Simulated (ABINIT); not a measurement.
Run report: Al, geometry relaxation (part 2 of 2)

Al (Fm-3m, 1 atom in the cell); Kohn-Sham DFT of a periodic cell, PBEsol, PseudoDojo NC SR PBEsol v0.4.1 standard, no spin polarisation (ABINIT 10.8.3); cutoff 544.23 eV, 8×8×8 k-mesh, fermi-dirac of 0.05 eV. The structure derives from an entry of the Crystallography Open Database.

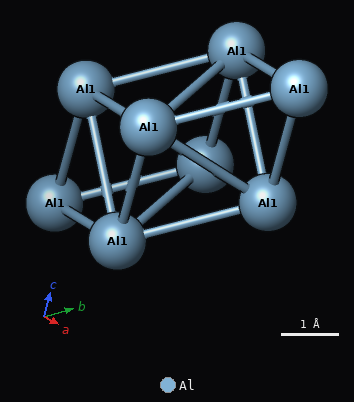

Fig. 1: The geometry at step 2 of the log (ball-and-stick view of the cell of the calculation, seen slightly off an axis; atoms are numbered from 1 in the order of the input).

The program's output, continued
```
 Cartesian coordinates (xcart) [bohr]
  0.00000000000000E+00  0.00000000000000E+00  0.00000000000000E+00
 Reduced coordinates (xred)
  0.00000000000000E+00  0.00000000000000E+00  0.00000000000000E+00
 Cartesian forces (fcart) [Ha/bohr]; max,rms= 0.00000E+00 0.00000E+00 (free atoms)
 -0.00000000000000E+00 -0.00000000000000E+00 -0.00000000000000E+00
 Gradient of E wrt nuclear positions in reduced coordinates (gred)
  0.00000000000000E+00  0.00000000000000E+00  0.00000000000000E+00
 Scale of Primitive Cell (acell) [bohr]
  5.39988380287283E+00  5.39988380287283E+00  5.39988380287283E+00
 Real space primitive translations (rprimd) [bohr]
  0.00000000000000E+00  3.81829445463078E+00  3.81829445463078E+00
  3.81829445463078E+00  0.00000000000000E+00  3.81829445463078E+00
  3.81829445463078E+00  3.81829445463078E+00  0.00000000000000E+00
 Unitary Cell Volume (ucvol) [Bohr^3]=  1.11336674660247E+02
 Angles (23,13,12)= [degrees]
  6.00000000000000E+01  6.00000000000000E+01  6.00000000000000E+01
 Lengths [Bohr]
  5.39988380287283E+00  5.39988380287283E+00  5.39988380287283E+00
 Stress tensor in cartesian coordinates (strten) [Ha/bohr^3]
  5.31959152980999E-05  0.00000000000000E+00  0.00000000000000E+00
  0.00000000000000E+00  5.31959152980999E-05  0.00000000000000E+00
  0.00000000000000E+00  0.00000000000000E+00  5.31959152981000E-05
 Total energy (etotal) [Ha]= -2.31990901045793E+00

 Difference of energy with previous step (new-old):
           Absolute (Ha)=-4.33972E-05
           Relative     =-1.87066E-05

--- Iteration: ( 3/50) Internal Cycle: (1/1)
--------------------------------------------------------------------------------

---SELF-CONSISTENT-FIELD CONVERGENCE--------------------------------------------

--- !BeginCycle
iteration_state: {dtset: 1, itime: 3, icycle: 1, }
solver: {iscf: 7, nstep: 80, nline: 4, wfoptalg: 0, }
tolerances: {tolvrs: 1.00E-12, }
...

     iter   Etot(hartree)      deltaE(h)  residm     vres2
 ETOT  1  -2.3199652288611    -2.320E+00 2.232E-04 2.155E-03
 ETOT  2  -2.3199653913567    -1.625E-07 4.974E-08 9.408E-05
 ETOT  3  -2.3199654015690    -1.021E-08 5.142E-09 2.520E-07
 ETOT  4  -2.3199654016068    -3.781E-11 3.685E-09 8.548E-10
 ETOT  5  -2.3199654016069    -1.332E-13 1.116E-10 4.749E-12
 ETOT  6  -2.3199654016069     1.021E-14 2.169E-10 1.316E-14

 At SCF step    6       vres2   =  1.32E-14 < tolvrs=  1.00E-12 =>converged.

 Cartesian components of stress tensor (hartree/bohr^3)
  sigma(1 1)= -1.80174327E-06  sigma(3 2)=  0.00000000E+00
  sigma(2 2)= -1.80174327E-06  sigma(3 1)=  0.00000000E+00
  sigma(3 3)= -1.80174327E-06  sigma(2 1)=  0.00000000E+00

--- !ResultsGS
iteration_state: {dtset: 1, itime: 3, icycle: 1, }
comment   : Summary of ground state results
lattice_vectors:
- [  0.0000000,   3.7934834,   3.7934834, ]
- [  3.7934834,   0.0000000,   3.7934834, ]
- [  3.7934834,   3.7934834,   0.0000000, ]
lattice_lengths: [   5.36480,    5.36480,    5.36480, ]
lattice_angles: [ 60.000,  60.000,  60.000, ] # degrees, (23, 13, 12)
lattice_volume:   1.0918037E+02
convergence: {deltae:  1.021E-14, res2:  1.316E-14, residm:  2.169E-10, diffor: null, }
etotal    :  -2.31996540E+00
entropy   :   0.00000000E+00
fermie    :   2.91936628E-01
cartesian_stress_tensor: # hartree/bohr^3
- [ -1.80174327E-06,   0.00000000E+00,   0.00000000E+00, ]
- [  0.00000000E+00,  -1.80174327E-06,   0.00000000E+00, ]
- [  0.00000000E+00,   0.00000000E+00,  -1.80174327E-06, ]
pressure_GPa:   5.3009E-02
xred      :
- [  0.0000E+00,   0.0000E+00,   0.0000E+00, Al]
cartesian_forces: # hartree/bohr
- [ -0.00000000E+00,  -0.00000000E+00,  -0.00000000E+00, ]
force_length_stats: {min:   0.00000000E+00, max:   0.00000000E+00, mean:   0.00000000E+00, }
...

 Integrated electronic density in atomic spheres:
 ------------------------------------------------
 Atom  Sphere_radius  Integrated_density
    1        2.00000          0.88605936

---OUTPUT-----------------------------------------------------------------------

 Cartesian coordinates (xcart) [bohr]
  0.00000000000000E+00  0.00000000000000E+00  0.00000000000000E+00
 Reduced coordinates (xred)
  0.00000000000000E+00  0.00000000000000E+00  0.00000000000000E+00
 Cartesian forces (fcart) [Ha/bohr]; max,rms= 0.00000E+00 0.00000E+00 (free atoms)
 -0.00000000000000E+00 -0.00000000000000E+00 -0.00000000000000E+00
 Gradient of E wrt nuclear positions in reduced coordinates (gred)
  0.00000000000000E+00  0.00000000000000E+00  0.00000000000000E+00
 Scale of Primitive Cell (acell) [bohr]
  5.36479572673275E+00  5.36479572673275E+00  5.36479572673275E+00
 Real space primitive translations (rprimd) [bohr]
  0.00000000000000E+00  3.79348343805334E+00  3.79348343805334E+00
  3.79348343805334E+00  0.00000000000000E+00  3.79348343805334E+00
  3.79348343805334E+00  3.79348343805334E+00  0.00000000000000E+00
 Unitary Cell Volume (ucvol) [Bohr^3]=  1.09180372734697E+02
 Angles (23,13,12)= [degrees]
  6.00000000000000E+01  6.00000000000000E+01  6.00000000000000E+01
 Lengths [Bohr]
  5.36479572673275E+00  5.36479572673275E+00  5.36479572673275E+00
 Stress tensor in cartesian coordinates (strten) [Ha/bohr^3]
 -1.80174327466881E-06  0.00000000000000E+00  0.00000000000000E+00
  0.00000000000000E+00 -1.80174327466881E-06  0.00000000000000E+00
  0.00000000000000E+00  0.00000000000000E+00 -1.80174327466887E-06
 Total energy (etotal) [Ha]= -2.31996540160692E+00

 Difference of energy with previous step (new-old):
           Absolute (Ha)=-5.63911E-05
           Relative     =-2.43072E-05

--- Iteration: ( 4/50) Internal Cycle: (1/1)
--------------------------------------------------------------------------------

---SELF-CONSISTENT-FIELD CONVERGENCE--------------------------------------------

--- !BeginCycle
iteration_state: {dtset: 1, itime: 4, icycle: 1, }
solver: {iscf: 7, nstep: 80, nline: 4, wfoptalg: 0, }
tolerances: {tolvrs: 1.00E-12, }
...

     iter   Etot(hartree)      deltaE(h)  residm     vres2
 ETOT  1  -2.3199654621580    -2.320E+00 1.040E-08 2.392E-06
 ETOT  2  -2.3199654623430    -1.850E-10 7.543E-12 1.055E-07
 ETOT  3  -2.3199654623546    -1.158E-11 2.304E-12 2.570E-10
 ETOT  4  -2.3199654623546    -4.308E-14 3.083E-13 9.298E-13

 At SCF step    4       vres2   =  9.30E-13 < tolvrs=  1.00E-12 =>converged.

 Cartesian components of stress tensor (hartree/bohr^3)
  sigma(1 1)=  3.74008602E-08  sigma(3 2)=  0.00000000E+00
  sigma(2 2)=  3.74008602E-08  sigma(3 1)=  0.00000000E+00
  sigma(3 3)=  3.74008602E-08  sigma(2 1)=  0.00000000E+00

--- !ResultsGS
iteration_state: {dtset: 1, itime: 4, icycle: 1, }
comment   : Summary of ground state results
lattice_vectors:
- [  0.0000000,   3.7942810,   3.7942810, ]
- [  3.7942810,   0.0000000,   3.7942810, ]
- [  3.7942810,   3.7942810,   0.0000000, ]
lattice_lengths: [   5.36592,    5.36592,    5.36592, ]
lattice_angles: [ 60.000,  60.000,  60.000, ] # degrees, (23, 13, 12)
lattice_volume:   1.0924925E+02
convergence: {deltae: -4.308E-14, res2:  9.298E-13, residm:  3.083E-13, diffor: null, }
etotal    :  -2.31996546E+00
entropy   :   0.00000000E+00
fermie    :   2.91703789E-01
cartesian_stress_tensor: # hartree/bohr^3
- [  3.74008602E-08,   0.00000000E+00,   0.00000000E+00, ]
- [  0.00000000E+00,   3.74008602E-08,   0.00000000E+00, ]
- [  0.00000000E+00,   0.00000000E+00,   3.74008602E-08, ]
pressure_GPa:  -1.1004E-03
xred      :
- [  0.0000E+00,   0.0000E+00,   0.0000E+00, Al]
cartesian_forces: # hartree/bohr
- [ -0.00000000E+00,  -0.00000000E+00,  -0.00000000E+00, ]
force_length_stats: {min:   0.00000000E+00, max:   0.00000000E+00, mean:   0.00000000E+00, }
...

 Integrated electronic density in atomic spheres:
 ------------------------------------------------
 Atom  Sphere_radius  Integrated_density
    1        2.00000          0.88637285

---OUTPUT-----------------------------------------------------------------------

 Cartesian coordinates (xcart) [bohr]
  0.00000000000000E+00  0.00000000000000E+00  0.00000000000000E+00
 Reduced coordinates (xred)
  0.00000000000000E+00  0.00000000000000E+00  0.00000000000000E+00
 Cartesian forces (fcart) [Ha/bohr]; max,rms= 0.00000E+00 0.00000E+00 (free atoms)
 -0.00000000000000E+00 -0.00000000000000E+00 -0.00000000000000E+00
 Gradient of E wrt nuclear positions in reduced coordinates (gred)
  0.00000000000000E+00  0.00000000000000E+00  0.00000000000000E+00
 Scale of Primitive Cell (acell) [bohr]
  5.36592367772983E+00  5.36592367772983E+00  5.36592367772983E+00
 Real space primitive translations (rprimd) [bohr]
  0.00000000000000E+00  3.79428101985222E+00  3.79428101985222E+00
  3.79428101985222E+00  0.00000000000000E+00  3.79428101985222E+00
  3.79428101985222E+00  3.79428101985222E+00  0.00000000000000E+00
 Unitary Cell Volume (ucvol) [Bohr^3]=  1.09249252899432E+02
 Angles (23,13,12)= [degrees]
  6.00000000000000E+01  6.00000000000000E+01  6.00000000000000E+01
 Lengths [Bohr]
  5.36592367772983E+00  5.36592367772983E+00  5.36592367772983E+00
 Stress tensor in cartesian coordinates (strten) [Ha/bohr^3]
  3.74008602196788E-08  0.00000000000000E+00  0.00000000000000E+00
  0.00000000000000E+00  3.74008602196517E-08  0.00000000000000E+00
  0.00000000000000E+00  0.00000000000000E+00  3.74008602197331E-08
 Total energy (etotal) [Ha]= -2.31996546235463E+00

 Difference of energy with previous step (new-old):
           Absolute (Ha)=-6.07477E-08
           Relative     =-2.61847E-08

 At Broyd/MD step   4, gradients are converged :
  max grad (force/stress) = 3.7401E-06 < tolmxf= 2.0000E-05 ha/bohr (free atoms)

================================================================================

 ----iterations are completed or convergence reached----

 Mean square residual over all n,k,spin=   60.608E-16; max=  30.829E-14
 reduced coordinates (array xred) for    1 atoms
       0.000000000000      0.000000000000      0.000000000000
 rms dE/dt=  0.0000E+00; max dE/dt=  0.0000E+00; dE/dt below (all hartree)
    1       0.000000000000      0.000000000000      0.000000000000

 cartesian coordinates (angstrom) at end:
    1      0.00000000000000     0.00000000000000     0.00000000000000

 cartesian forces (hartree/bohr) at end:
    1     -0.00000000000000    -0.00000000000000    -0.00000000000000
 frms,max,avg= 0.0000000E+00 0.0000000E+00   0.000E+00  0.000E+00  0.000E+00 h/b

 cartesian forces (eV/Angstrom) at end:
    1     -0.00000000000000    -0.00000000000000    -0.00000000000000
 frms,max,avg= 0.0000000E+00 0.0000000E+00   0.000E+00  0.000E+00  0.000E+00 e/A
 length scales=  5.365923677730  5.365923677730  5.365923677730 bohr
              =  2.839524523773  2.839524523773  2.839524523773 angstroms
 Fermi (or HOMO) energy (hartree) =   0.29170   Average Vxc (hartree)=  -0.36706
 Eigenvalues (hartree) for nkpt=  29  k points:
 kpt#   1, nband=  6, wtk=  0.00195, kpt=  0.0000  0.0000  0.0000 (reduced coord)
  -0.12361    0.75761    0.75761    0.75761    0.81582    0.81582
      occupation numbers for kpt#   1
   2.00000    0.00000    0.00000    0.00000    0.00000    0.00000
 prteigrs : prtvol=0 or 1, do not print more k-points.

--- !EnergyTerms
iteration_state     : {dtset: 1, itime: 4, icycle: 1, }
comment             : Components of total free energy in Hartree
kinetic             :  8.66149021368150E-01
hartree             :  3.86989872668519E-03
xc                  : -1.08774995300646E+00
Ewald energy        : -2.71881276394173E+00
psp_core            :  1.88127468524743E-02
local_psp           :  1.82331219689889E-01
non_local_psp       :  4.15586188743453E-01
internal            : -2.31981364156754E+00
'-kT*entropy'       : -1.51820787087618E-04
total_energy        : -2.31996546235463E+00
total_energy_eV     : -6.31294762734677E+01
band_energy         :  3.77673206729705E-01
...

 Cartesian components of stress tensor (hartree/bohr^3)
  sigma(1 1)=  3.74008602E-08  sigma(3 2)=  0.00000000E+00
  sigma(2 2)=  3.74008602E-08  sigma(3 1)=  0.00000000E+00
  sigma(3 3)=  3.74008602E-08  sigma(2 1)=  0.00000000E+00

-Cartesian components of stress tensor (GPa)         [Pressure= -1.1004E-03 GPa]
- sigma(1 1)=  1.10037130E-03  sigma(3 2)=  0.00000000E+00
- sigma(2 2)=  1.10037130E-03  sigma(3 1)=  0.00000000E+00
- sigma(3 3)=  1.10037130E-03  sigma(2 1)=  0.00000000E+00

== END DATASET(S) ==============================================================
================================================================================

 -outvars: echo values of variables after computation  --------
            acell      5.3659236777E+00  5.3659236777E+00  5.3659236777E+00 Bohr
           etotal     -2.3199654624E+00
            fcart     -0.0000000000E+00 -0.0000000000E+00 -0.0000000000E+00
            rprim      0.0000000000E+00  7.0710678119E-01  7.0710678119E-01
                       7.0710678119E-01  0.0000000000E+00  7.0710678119E-01
                       7.0710678119E-01  7.0710678119E-01  0.0000000000E+00
           strten      3.7400860220E-08  3.7400860220E-08  3.7400860220E-08
                       0.0000000000E+00  0.0000000000E+00  0.0000000000E+00
 Calculation completed.
```

Trajectory as extended XYZ (Å, eV, eV/Å), 4 frames, from step=0 to step=3
```
1
Lattice="0.0000 2.0248 2.0248 2.0248 0.0000 2.0248 2.0248 2.0248 0.0000" Properties=species:S:1:pos:R:3:forces:R:3 step=0 energy=-63.12676
Al    0.0000    0.0000    0.0000    0.0000   0.0000   0.0000
1
Lattice="0.0000 2.0206 2.0206 2.0206 0.0000 2.0206 2.0206 2.0206 0.0000" Properties=species:S:1:pos:R:3:forces:R:3 step=1 energy=-63.12794
Al    0.0000    0.0000    0.0000    0.0000   0.0000   0.0000
1
Lattice="0.0000 2.0074 2.0074 2.0074 0.0000 2.0074 2.0074 2.0074 0.0000" Properties=species:S:1:pos:R:3:forces:R:3 step=2 energy=-63.12947
Al    0.0000    0.0000    0.0000    0.0000   0.0000   0.0000
1
Lattice="0.0000 2.0078 2.0078 2.0078 0.0000 2.0078 2.0078 2.0078 0.0000" Properties=species:S:1:pos:R:3:forces:R:3 step=3 energy=-63.12948
Al    0.0000    0.0000    0.0000    0.0000   0.0000   0.0000
```

The run was set up as follows.

The input
```
# Pseudopotentials
pp_dirpath "./"
pseudos "Al.upf"

# Structure
acell 3*1.0
rprim
     0.0000000000     3.8263269058     3.8263269058
     3.8263269058     0.0000000000     3.8263269058
     3.8263269058     3.8263269058     0.0000000000
ntypat 1
znucl 13
natom 1
typat 1
chkprim 0
chksymtnons 0
tolsym 1.0e-6
xred
            0.0            0.0            0.0

# Plane-wave basis
ecut 20.0
ecutsm 0.5

# k points
kptopt 1
ngkpt 8 8 8
nshiftk 1
shiftk 0.0 0.0 0.0

# Exchange and correlation
ixc -116133

# Bands and occupations
nband 6
occopt 3
tsmear 0.00183747

# SCF cycle
nstep 80
tolvrs 1.0e-12

# Output
iomode 3
prteig 0
prtebands 0
prtwf 0
prtden 0

# Relaxation
ionmov 2
optcell 2
ntime 50
tolmxf 2.0e-5
dilatmx 1.08
```

Launch command:
```bash
mpirun --bind-to none -np 4 abinit run.abi > log 2>&1
```

Summary

```csv
quantity,value
outcome,converged
space group (tolerance 0.01 Å),Fm-3m (225)
electrons treated,3
free energy,−63.1295 eV
Fermi energy,7.938 eV
gap on the k-point mesh,none (metallic)
pressure,0.00 GPa
final volume,16.19 Å³
largest force (length of the vector) at the end,under 0.001 eV/Å
final cell,"a = 2.840 Å, b = 2.840 Å, c = 2.840 Å, α = 60.00°, β = 60.00°, γ = 60.00°"
hardware,"4 threads of Arm Neoverse V2, 24 GiB of memory available, shared host"
wall time,2.5 s (CPU time 9.7 s)
peak memory,0.24 GiB
```
